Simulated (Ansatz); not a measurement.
Run report: Ti$_{24}$O$_{48}$H (charge −1), single-point calculation (part 2 of 2)

Ti$_{24}$O$_{48}$H (defect cell, 73 atoms in the cell, total charge −1); DFT, HSE06, PAW, plane waves (Ansatz 0.2.0); cutoff 420 eV, 1×1×1 k-mesh, Fermi–Dirac smearing of 0.01 eV. 

Log, continued
```
SCF iter   1: F=—  HF=-87313.378504 eV  |F-HF|=—  |Δ(HF+E_count)|=         —  Δρ=2.20e-6  dr2=6.10e-8  ethr=9.44e-11  ⟨swp⟩=13.0  Hψ=1291  notcnv=0
preconditioner: auto → none  [insulator: Δε(μ)=0.335 eV  Ē_g=11.913 eV  σ=0.010 eV  W_gap=1.00  n_scr=234 (ndim 8)  ℏωp=26.8 eV  f_vac=0.018  D(μ)=0.00/eV (n_scr^D=0)]
SCF iter   2: F=—  HF=-87313.378504 eV  |F-HF|=—  |Δ(HF+E_count)|=   2.04e-8  Δρ=2.16e-6  dr2=8.38e-8  ethr=8.28e-12  ⟨swp⟩=6.0  Hψ=985  notcnv=0
SCF iter   3: F=—  HF=-87313.378504 eV  |F-HF|=—  |Δ(HF+E_count)|=   6.26e-9  Δρ=1.16e-6  dr2=1.61e-8  ethr=8.28e-12  ⟨swp⟩=5.0  Hψ=735  notcnv=0
SCF iter   4: F=—  HF=-87313.378504 eV  |F-HF|=—  |Δ(HF+E_count)|=   3.77e-9  Δρ=7.17e-7  dr2=4.55e-9  ethr=4.25e-12 (applied; sched 1.86e-12)  ⟨swp⟩=8.0  Hψ=721  notcnv=0  defer=1
SCF iter   5: F=—  HF=-87313.378504 eV  |F-HF|=—  |Δ(HF+E_count)|=   5.22e-9  Δρ=6.71e-7  dr2=6.59e-9  ethr=4.28e-12 (applied; sched 1.00e-12)  ⟨swp⟩=7.0  Hψ=659  notcnv=0
SCF iter   6: F=—  HF=-87313.378504 eV  |F-HF|=—  |Δ(HF+E_count)|=  3.64e-10  Δρ=4.65e-7  dr2=2.74e-9  ethr=7.63e-12 (applied; sched 1.00e-12)  ⟨swp⟩=2.0  Hψ=652  notcnv=0
SCF iter   7: F=—  HF=-87313.378504 eV  |F-HF|=—  |Δ(HF+E_count)|=  7.13e-10  Δρ=3.33e-7  dr2=1.73e-9  ethr=7.61e-12 (applied; sched 1.00e-12)  ⟨swp⟩=2.0  Hψ=651  notcnv=0
SCF iter   8: F=-87313.378504 eV  HF=-87313.378504 eV  |F-HF|=2.91e-10  |Δ(HF+E_count)|=  4.37e-11  Δρ=2.09e-7  dr2=3.23e-10  ethr=7.61e-12 (applied; sched 1.00e-12)  ⟨swp⟩=2.0  Hψ=651  notcnv=0
SCF 5 converged in 8 iterations: F = -87313.378504 eV  dr2 = 3.23e-10
  Residual-converged pass: ⟨swp⟩=4.0  Hψ=802  notcnv=0  max |occ|·‖R‖ = 2.2e-7 eV (tolerance 2.7e-7 eV)  dr2=3.97e-10  dr2_onsite=3.58e-11  max |Δocc| = 5.2e-17
hybrid outer 4: dexx = +1.102e-7 eV, tail = 1.55e-9 eV, Δε = 1.48e-4 eV (about 2.51e-5 eV left of the loop's levels), ΔF = 1.07e-4 eV/Å (tail 8.45e-5)
WARN: the filled states extend beyond the cell (their overlap across the Brillouin zone is 0.006, against 0 in a metal and nearly 1 for localised states). With one k-point a hybrid's gap, moments and forces can then be wrong. Use a denser k-mesh, or a larger cell for a defect
NSCF: frozen V_eff on 1 k-points
hybrid SCF converged: 4 outer / 54 inner (+21 warm-up), last move |dexx| = 1.10e-7 eV, tail = 1.55e-9 eV
Free energy (F): -87313.378504 eV
Harris-Foulkes:  -87313.378504 eV  (|F-HF|=2.91e-10)
Internal energy: -87313.378504 eV  (E = F + TS)
E sigma→0 (E₀):  -87313.378504 eV
Entropy (-TS):   -0.000000 eV (-0.000 meV/atom)
Fermi energy:    11.848638 eV
--- Per-component energies (eV) ---
  E_band       = -5943.602713
  E_kinetic    = 15061.011348
  E_local      = -36678.669874  (includes V_loc(G=0)·N_el)
  E_nonlocal   = 2242.983608
  E_hartree    = 13939.808170
  E_xc         = -4779.526431
  E_vxc        = -6001.507244  (∫ρ·V_xc dr)
  E_exx        = -1891.263742  (= α·E_x^exact, valence–valence)
  E_paw        = -31911.529789  (= ΣΔE_a)
  E_vpaw       = -4664.628505  (= ΣTr[D̂ρ^β])
  E_aug_tail   = 0.119071  (compensation charges beyond the density's cutoff)
  E_ewald      = -43290.904669
  E_core_change = -5.406187  (= ΣΔE_core)
  E_smearing   = -0.000000  (= −TS)
  E_closure    = -0.000009  (closes the sum)
  E_deformation_potential = -19.077497  (in the stress; not in F)
  Σ components = -87313.378504   (vs F -87313.378504, Δ=0.00e0)
--- Forces (eV/Å), atoms counted from 1 ---
  atom   1  Ti    -0.00696749    -0.01965032     0.00608860
  atom   2  Ti    -0.01609375    -0.01431345     0.04649381
  atom   3  Ti    -0.00927256    -0.02654791    -0.04114059
  atom   4  Ti    -0.02181962     0.00125383     0.00869208
  atom   5  Ti    -0.01736637     0.01745706     0.02505230
  atom   6  Ti    -0.01916103     0.01750636    -0.03498151
  atom   7  Ti     0.00695690    -0.03871043     0.01209885
  atom   8  Ti     0.00671419    -0.00107522     0.01748681
  atom   9  Ti     0.00276860    -0.00964312    -0.03378952
  atom  10  Ti     0.11418318     0.08769200     0.00029224
  atom  11  Ti     0.02273882     0.00129811     0.00773780
  atom  12  Ti     0.02249380     0.01485432    -0.01450435
  atom  13  Ti    -0.02901980    -0.05985653     0.08787194
  atom  14  Ti     0.00115216    -0.03192234     0.01725907
  atom  15  Ti    -0.02565592    -0.06353488    -0.09117804
  atom  16  Ti    -0.00889301     0.01330030     0.02178118
  atom  17  Ti    -0.00211302     0.00089499     0.00059440
  atom  18  Ti    -0.00789078     0.02243170    -0.02728744
  atom  19  Ti     0.00357964     0.00433828     0.01103871
  atom  20  Ti     0.01725026    -0.02259259    -0.01174408
  atom  21  Ti     0.01010305     0.00969707    -0.01281413
  atom  22  Ti    -0.00532782     0.01183254     0.01232249
  atom  23  Ti     0.00842575     0.01882081    -0.00829937
  atom  24  Ti     0.00978360     0.00074062    -0.03271155
  atom  25  O      0.05386762     0.07923323    -0.00401601
  atom  26  O      0.09607705     0.12892746    -0.12253068
  atom  27  O      0.09264303     0.13972247     0.14964817
  atom  28  O      0.09464977     0.05966080     0.01262409
  atom  29  O      0.08993488     0.07687458    -0.03396854
  atom  30  O      0.08539171     0.07251860     0.03838254
  atom  31  O      0.12202637     0.05132196     0.00517135
  atom  32  O      0.07634695     0.07225946    -0.00468571
  atom  33  O      0.08440565     0.07520232     0.02300798
  atom  34  O     -0.03955120    -0.00731622     0.01249542
  atom  35  O      0.06658730     0.07617677     0.04608505
  atom  36  O      0.07071715     0.08438395    -0.01030274
  atom  37  O      0.51964527    -0.50950025    -0.00759306
  atom  38  O     -0.09178510    -0.08185645     0.02384749
  atom  39  O     -0.09523958    -0.07848113    -0.05541300
  atom  40  O     -0.04877831    -0.06630826     0.00467601
  atom  41  O     -0.08794622    -0.09318943    -0.00913176
  atom  42  O     -0.07187554    -0.09174516    -0.01296448
  atom  43  O     -0.06887154    -0.07986377    -0.00261479
  atom  44  O     -0.07422441    -0.07794290    -0.00971989
  atom  45  O     -0.07587701    -0.07906500    -0.00357421
  atom  46  O     -0.07560529    -0.04165193     0.00632431
  atom  47  O     -0.07335477    -0.06190329    -0.07005006
  atom  48  O     -0.07694277    -0.05308086     0.05099638
  atom  49  O     -0.10060134     0.06903168     0.00116026
  atom  50  O     -0.09188505     0.11095181     0.00292359
  atom  51  O     -0.09067830     0.06242284    -0.00252859
  atom  52  O     -0.08833609     0.06948609     0.02144392
  atom  53  O     -0.11500481     0.10607185     0.00652574
  atom  54  O     -0.09632434     0.07389266    -0.02762983
  atom  55  O     -0.09825759     0.08674797     0.03734200
  atom  56  O     -0.10889851     0.08732700    -0.00130042
  atom  57  O     -0.08821983     0.07974386    -0.03194296
  atom  58  O     -0.09657706     0.10244516    -0.03475041
  atom  59  O     -0.09685670     0.07240805     0.00329526
  atom  60  O     -0.10920950     0.09901554     0.03818945
  atom  61  O      0.10703578    -0.10770358     0.03004530
  atom  62  O      0.12217701    -0.08070959     0.00279013
  atom  63  O      0.09202188    -0.10136181    -0.03101295
  atom  64  O      0.09463832    -0.06935110    -0.07023537
  atom  65  O      0.06614045    -0.06199822    -0.00374297
  atom  66  O      0.09484970    -0.07139856     0.07501301
  atom  67  O      0.08508676    -0.08686896    -0.03190120
  atom  68  O      0.06157004    -0.07260690    -0.00466167
  atom  69  O      0.07827606    -0.08067178     0.02302898
  atom  70  O      0.12576734    -0.10417139     0.00721863
  atom  71  O      0.12948020    -0.15032870    -0.00313011
  atom  72  O      0.12683106    -0.09415477    -0.00489658
  atom  73  H     -0.63179841     0.53315749     0.00570324
  max |Σ_I F_I| component: 3.69e-5 eV/Å
--- Charged-cell corrections in eV (Makov–Payne, q = -1.000 e, ε = 100.000) ---
  F (periodic)     = -87313.378504  (uncorrected; the corrections below are reported, never added to it)
  E_corr1          = +0.022537  (monopole, q²α_M/2εL)
  F Makov-Payne    = -87313.355967  (F + E_corr1; no measured alignment; for a localised charge, not one spread in a band: unchecked)
--- Band table (eV) ---
  k-point 0: bands = ["-52.6749", "-52.6560", "-52.6519", "-52.6357", "-52.6325", "-52.6283", "-52.6276", "-52.6156", "-52.6012", "-52.5980", ... 152 levels left out ..., "3.1866", "3.2165", "3.2273", "3.2352", "3.3037", "3.3301", "3.3397", "3.3541", "3.4130", "3.4689", "3.5181", "3.5365", "3.5680", "3.5959", "3.6383", "3.6773", "3.6888", "3.7288", "3.7516", "3.7624", "3.7975", "3.8162", "3.8296", "3.8473", "3.8946", "3.9072", "3.9636", "4.0147", "4.0379",
      "4.0702", "4.0817", "4.1111", "4.1614", "4.2085", "4.2657", "4.2989", "4.3188", "4.3373", "4.3686", "4.4285", "4.5164", "4.5596", "4.6577", "4.7642", "4.8424", "4.8778", "4.8947", "4.9163", "4.9936", "5.0459", "5.0670", "5.0968", "5.1465", "5.1983", "5.2351", "5.2713", "5.2792", "5.3175", "5.3221", "5.3470", "5.3624", "5.4264", "5.4431", "5.4951", "5.5227", "5.5715", "5.6328", "5.6557", "5.6841",
      "5.7080", "5.7239", "5.7478", "5.7892", "5.8444", "5.8784", "5.8975", "5.9303", "5.9696", "6.0129", "6.0631", "6.1048", "6.1471", "6.1882", "6.2265", "6.2377", "6.2666", "6.3286", "6.3881", "6.4347", "6.4928", "6.5133", "6.5291", "6.5478", "6.5577", "6.5995", "6.6167", "6.6219", "6.6441", "6.6748", "6.6973", "6.7350", "6.7630", "6.7963", "6.8063", "6.8380", "6.8754", "6.9006", "6.9406", "6.9970",
      "7.1245", "7.1399", "7.2002", "7.2334", "7.2468", "7.2694", "7.2934", "7.3099", "7.3986", "7.4450", "7.4780", "7.5276", "7.5493", "7.6309", "7.7046", "7.7511", "8.0964", "11.6814", "12.0160", "12.0611", "12.1075", "12.1727", "12.2164", "12.3026", "12.3245", "12.3481", "12.3904", "12.4082", "12.4387", "12.4507", "12.4622", "12.5401", "12.5605", "12.6377", "12.6813", "12.6975", "12.7189", "12.7297", "12.7404", "12.7528",
      "12.7735", "12.8156", "12.8222", "12.8318", "12.8852", "12.9093", "12.9209", "12.9898", "13.0517", "13.1054", "13.1255", "13.1403", "13.1518", "13.1821", "13.1991", "13.2224", "13.2452", "13.2614", "13.2838", "13.3652", "13.3846", "13.3913", "13.4334", "13.4421", "13.4552", "13.4686", "13.4915", "13.5111", "13.5460", "13.5676", "13.5853", "13.6318", "13.6538", "13.6747", "13.6930", "13.7324", "13.7932", "13.8534", "13.8930", "13.9338",
      "13.9761", "14.0430", "14.0499", "14.1034", "14.1210", "14.1400", "14.1852", "14.2608", "14.6791", "14.8347", "14.9906"]
--- Löwdin populations: 73 sites ---
  site symbol       q [e]
     0     Ti     10.4893
     1     Ti     10.4853
     2     Ti     10.4848
     3     Ti     10.4850
     4     Ti     10.4795
     5     Ti     10.4802
     6     Ti     10.4993
     7     Ti     10.4837
     8     Ti     10.4817
     9     Ti     10.4966
    10     Ti     10.4848
    11     Ti     10.4884
    12     Ti     10.5068
    13     Ti     10.5105
    14     Ti     10.5027
    15     Ti     10.4888
    16     Ti     10.4960
    17     Ti     10.4943
    18     Ti     10.4965
    19     Ti     10.4927
    20     Ti     10.4944
    21     Ti     10.4977
    22     Ti     10.4991
    23     Ti     10.4991
    24      O      6.7345
    25      O      6.7038
    26      O      6.7046
    27      O      6.7365
    28      O      6.7330
    29      O      6.7331
    30      O      6.7666
    31      O      6.7370
    32      O      6.7378
    33      O      6.7170
    34      O      6.7269
    35      O      6.7258
    36      O      6.7429
    37      O      6.7234
    38      O      6.7231
    39      O      6.7364
    40      O      6.7338
    41      O      6.7346
    42      O      6.7361
    43      O      6.7365
    44      O      6.7363
    45      O      6.7307
    46      O      6.7216
    47      O      6.7224
    48      O      6.7472
    49      O      6.7395
    50      O      6.7477
    51      O      6.7380
    52      O      6.7214
    53      O      6.7358
    54      O      6.7418
    55      O      6.7324
    56      O      6.7421
    57      O      6.7380
    58      O      6.7405
    59      O      6.7380
    60      O      6.7525
    61      O      6.7296
    62      O      6.7530
    63      O      6.7364
    64      O      6.7467
    65      O      6.7367
    66      O      6.7484
    67      O      6.7331
    68      O      6.7473
    69      O      6.7319
    70      O      6.7208
    71      O      6.7321
    72      H      0.6203
  spilling = 0.003975 (of n_electrons = 578.000000)
```

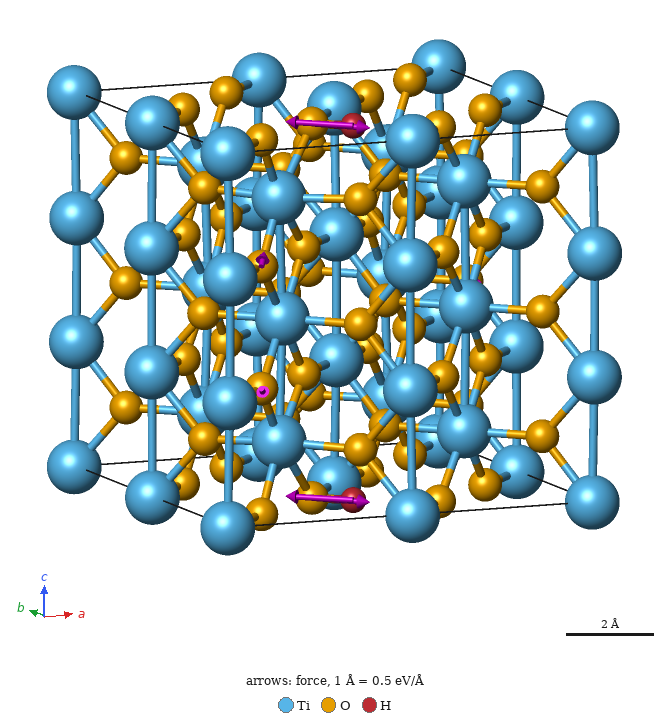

**Figure 1.** Forces on the atoms as pink arrows (ball-and-stick view of the cell of the calculation, seen slightly off an axis); the smallest are left out. The largest act on H73 (0.83 eV/Å); O37 (0.73 eV/Å). Atoms are counted from 1 in the order of the input and aren't labelled in the picture. 

Results in brief

```csv
quantity,value
outcome,converged
electrons treated,578
free energy,−87313.3785 eV
Fermi energy,11.849 eV
largest force (length of the vector),0.827 eV/Å
hardware,"8 threads of Intel Xeon, 18 GiB of memory available, shared host"
wall time,5 min (CPU time 38 min)
peak memory,5.5 GiB
```

Remarks

The program warns: the gap may close elsewhere in the zone; the state was not tested for a lower one. The k-point mesh is coarse for a cell of this size, so the results may not be converged.
